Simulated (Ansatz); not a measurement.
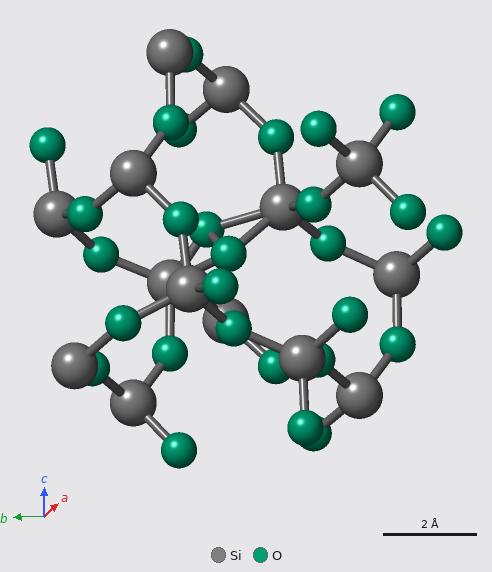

This is the input geometry for a relaxation of a defect cell of composition Si₅₄O₁₀₉ (cell charge −1). A ball-and-stick model of the atoms within 5.0 Å of the atom that moves most (axes of the cell of the calculation (origin shifted)), seen from a free direction.

Computed with DFT, PBEsol, PAW, plane waves (Ansatz 0.2.0).

Set-up: plane-wave cutoff 420 eV; k-point mesh 1 × 1 × 1; mesh shifted by (0.25, 0.25, 0.25); collinear spin; atoms relaxed in a fixed cell; force threshold 0.03 eV/Å; at most 80 steps.

```xyz
163
Lattice="14.8525 0.0000 0.0000 -7.4262 12.8626 0.0000 0.0000 0.0000 10.8859" Properties=species:S:1:pos:R:3 pbc="T T T"
Si    2.3149    0.0073    1.7960
Si   -5.1068   12.8610    7.2374
Si   -0.1333    4.2929    1.8077
Si   -0.1147    4.3095    7.2620
Si   -2.6229    8.5555    1.7702
Si   -2.6091    8.5477    7.2560
Si    7.2643    0.0267    1.8134
Si    7.2604    0.0158    7.2578
Si    4.8125    4.3102    1.8050
Si    4.7940    4.2969    7.2502
Si    2.3192    8.5659    1.7894
Si    2.3331    8.5639    7.2955
Si   12.2155    0.0107    1.8008
Si    4.7687   12.8241    7.3042
Si    9.7579    4.2836    1.8159
Si    9.7462    4.2822    7.2285
Si    7.3101    8.5695    1.8299
Si    7.2832    8.5887    7.2574
Si   -1.1592    2.0114    3.6450
Si   -1.1251    2.0217    9.0652
Si   11.2008    6.3085    3.5917
Si   -3.6457    6.3158    9.0839
Si    8.7238   10.5988    3.6394
Si   -6.1116   10.6252    9.0604
Si    3.7930    2.0285    3.6045
Si    3.7827    2.0266    9.0831
Si    1.3646    6.3107    3.6208
Si    1.3345    6.2936    9.0648
Si   -1.1802   10.6128    3.5984
Si   -1.1673   10.6157    9.0674
Si    8.6899    2.0379    3.6335
Si    8.7382    2.0098    9.0838
Si    6.2620    6.3225    3.6256
Si    6.2350    6.3034    9.0990
Si    3.7981   10.6218    3.6549
Si    3.8000   10.6206    9.0776
Si    1.2953    2.2756   10.8793
Si    1.3105    2.2679    5.4242
Si   -1.1699    6.5919    0.0191
Si   -1.1609    6.5610    5.4564
Si   -3.6325   10.8529   10.8521
Si   -3.6292   10.8404    5.4613
Si    6.2571    2.2819    0.0095
Si    6.2818    2.2710    5.4288
Si    3.8094    6.5466    0.0046
Si    3.7909    6.5247    5.4566
Si    1.3520   10.8002   10.8421
Si    1.2933   10.8591    5.4858
Si   11.1845    2.2849    0.0216
Si   11.2251    2.2804    5.4690
Si    8.7666    6.5992   10.8783
Si    8.7404    6.5515    5.4129
Si    6.2854   10.8393    0.0123
Si    6.3010   10.8195    5.4846
O     1.3777    1.1802    1.1726
O     1.3812    1.1609    6.6237
O    -1.1053    5.4259    1.1649
O    -1.0911    5.4372    6.6366
O    -3.5791    9.6853    1.1716
O    -3.5515    9.7406    6.6157
O     6.3278    1.1249    1.1479
O     6.3335    1.1588    6.6000
O     3.8694    5.4141    1.1677
O     3.3317    4.9315    6.6130
O     1.3817    9.7015    1.1510
O     1.3898    9.7439    6.6014
O    11.2703    1.1603    1.1794
O    11.2895    1.1185    6.5917
O     8.8420    5.4324    1.1596
O     8.8517    5.4241    6.6212
O     6.3437    9.7298    1.1649
O     6.3114    9.7189    6.5746
O     3.3139    0.6645    2.9510
O     3.2678    0.6377    8.3987
O     0.7770    4.9563    2.9784
O     0.7986    4.9234    8.4307
O    -1.6944    9.2055    2.9574
O    -1.6935    9.2054    8.4076
O     8.2391    0.6484    2.9402
O     8.2341    0.6251    8.4160
O     5.7270    4.8926    3.0129
O     5.7804    4.9122    8.3982
O     3.2531    9.2431    2.9978
O     3.2419    9.1980    8.4460
O    13.1800    0.6025    2.9588
O    13.1518    0.6480    8.4017
O    10.6975    4.9356    2.9792
O    10.6995    4.9137    8.3876
O     8.2242    9.2058    2.9980
O     8.1975    9.1982    8.4434
O     2.7623    2.5646    4.7615
O     2.7813    2.5425   10.2159
O     0.2853    6.8022    4.7806
O     0.3088    6.8149   10.1991
O    -2.1934   11.0932    4.7817
O    -2.1670   11.0730   10.2383
O     7.7232    2.5224    4.7750
O     7.7084    2.5093   10.2634
O     5.2595    6.8120    4.8408
O     5.2509    6.8327   10.2204
O     2.7832   11.0908    4.8234
O     2.7830   11.0931   10.2060
O    12.6416    2.4904    4.8215
O    12.7138    2.5173   10.2739
O    10.2126    6.7664    4.7970
O    10.1777    6.8239   10.2259
O     7.7376   11.0823    4.8091
O     7.7178   11.1289   10.2254
O     0.3304    1.7482    4.2607
O     0.3184    1.7403    9.7114
O    -2.1533    6.0570    4.2621
O    -2.1776    6.0623    9.7112
O    -4.6525   10.3315    4.2881
O    -4.6609   10.3302    9.7265
O     5.2221    1.7672    4.2897
O     5.2989    1.8071    9.7398
O     2.7599    6.0707    4.2780
O     2.7803    6.0578    9.7297
O     0.2912   10.3440    4.2779
O     0.2978   10.3437    9.7178
O    10.1973    1.7621    4.2930
O    10.1984    1.7349    9.6934
O     7.7499    6.0396    4.2824
O     7.7448    6.0433    9.7229
O     5.2345   10.3657    4.2654
O     5.2982   10.3591    9.7472
O    -1.1149    3.1277    2.4398
O    -1.0712    3.1370    7.9158
O    -3.5514    7.4252    2.4842
O    -3.5676    7.4559    7.8992
O    -6.0367   11.7318    2.4734
O    -6.0517   11.7177    7.8951
O     3.8631    3.1492    2.4809
O     3.8486    3.1470    7.8923
O     1.3489    7.4178    2.4819
O     1.3740    7.4661    7.8724
O    -1.1252   11.7170    2.4357
O    -1.1017   11.6844    7.9221
O     8.8101    3.1396    2.4850
O     8.8047    3.1407    7.9196
O     6.3219    7.4449    2.4644
O     6.3120    7.4648    7.9183
O     3.8535   11.7054    2.4593
O     3.8161   11.7425    7.9164
O     0.8018    3.6711    0.6546
O     0.7934    3.6619    6.0831
O    -1.6984    7.9512    0.6728
O    -1.6924    7.9559    6.0808
O    -4.1128   12.2674    0.6685
O    -4.1312   12.2123    6.0908
O     5.7671    3.6708    0.6600
O     5.7641    3.6662    6.1176
O     3.2728    7.9438    0.6503
O     3.2727    7.9374    6.0766
O     0.7999   12.2492    0.6442
O     0.7700   12.2734    6.1018
O    10.7146    3.6579    0.6371
O    10.7206    3.6792    6.1048
O     8.2200    7.9431    0.6366
O     8.2335    7.9939    6.1028
O     5.7858   12.2500    0.6835
O     5.7800   12.2484    6.0761
O     4.3886    5.9392    6.5869
```

Q: What does the optimiser find from here?

A: The energy falls by 9.357 eV per cell of the calculation in 12 geometry steps. The largest force component goes from 13 to 0.026 eV/Å. The largest move is that of O64, 0.69 Å roughly along [0 −1 −3]. Largest moves by element: O 0.69 Å, Si 0.18 Å. The cell stays as it was. Near-neighbour distances that change, for instance: O64–O163 1.461 → 2.004 Å, Si46–O163 1.406 → 1.810 Å, Si46–O64 2.021 → 1.710 Å, Si10–O163 1.817 → 1.708 Å. Among the angles between lasting bonds that change: Si10–O163–Si46 139.9° → 105.4°, O64–Si10–O82 129.5° → 159.1°, O117–Si46–O163 137.2° → 159.1°.

The end point in the same view:

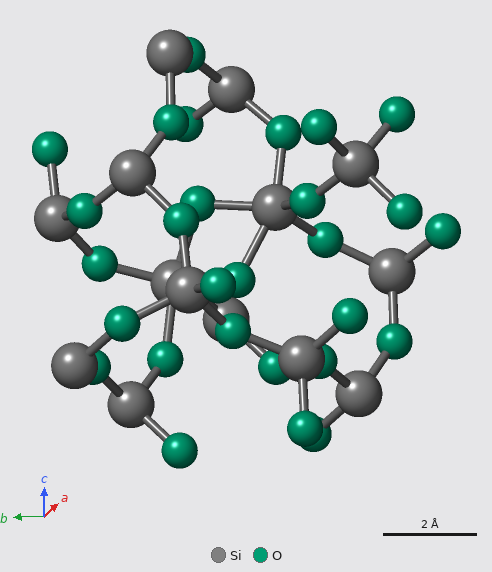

Limits of the set-up: the cell is charged, on a uniform background, and energies carry no finite-size correction.
